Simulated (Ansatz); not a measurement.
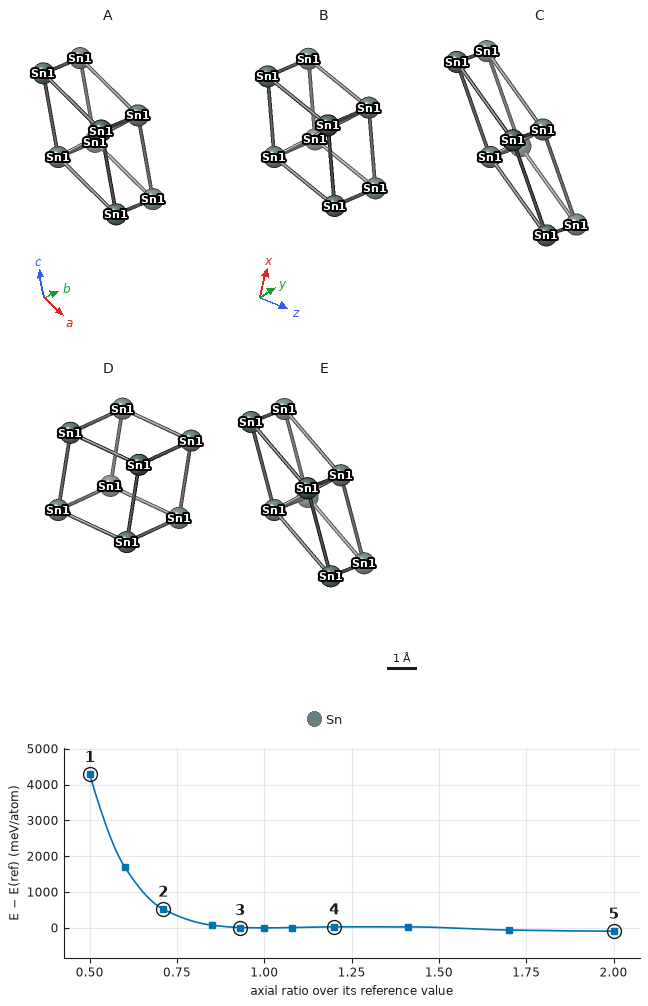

A scan of crystalline Sn (Im-3m): the ratio of the cell's length along [111] to its lengths across, counted as 1 for the reference, is changed at fixed volume (a trigonal path), with the atoms kept at their fractional coordinates. x, y and z are the Cartesian axes of the input. The frames are shuffled; the numbered points of the plot belong to them. The picture is a ball-and-stick view of the cell of the calculation, seen slightly off an axis.

Theory: DFT r2SCAN, scalar-relativistic, plane waves, PAW (Ansatz 0.2.0). Settings: plane-wave cutoff 500 eV; k-point mesh 20 × 20 × 20; occupations gaussian; smearing width 0.15 eV; no spin polarisation. Energies (free energies at the smearing named) are counted from the cell as listed in its source, which wasn't relaxed.

Question: Match the frames to the points.

Answer: Point 1 is frame C (the relative ratio 0.50, 4282 meV/atom); 2 is frame E (the relative ratio 0.71, 525 meV/atom); 3 is frame A (the relative ratio 0.93, 11 meV/atom); 4 is frame B (the relative ratio 1.20, 29 meV/atom); 5 is frame D (the relative ratio 2.00, −91 meV/atom). Of the computed points the lowest is at the relative ratio 2.00, −91 meV/atom. The unrelaxed reference is under a pressure of −0.7 GPa. The distortion takes the space group from Im-3m to R-3m, except for Pm-3m at 2.00. At the relative ratio 2.00 the cell of the drawing goes a 3.282 → 3.008 Å, b 3.282 → 3.008 Å, c 3.282 → 3.008 Å, α 109.5° → 90.0°, β 109.5° → 90.0°, γ 109.5° → 90.0°.
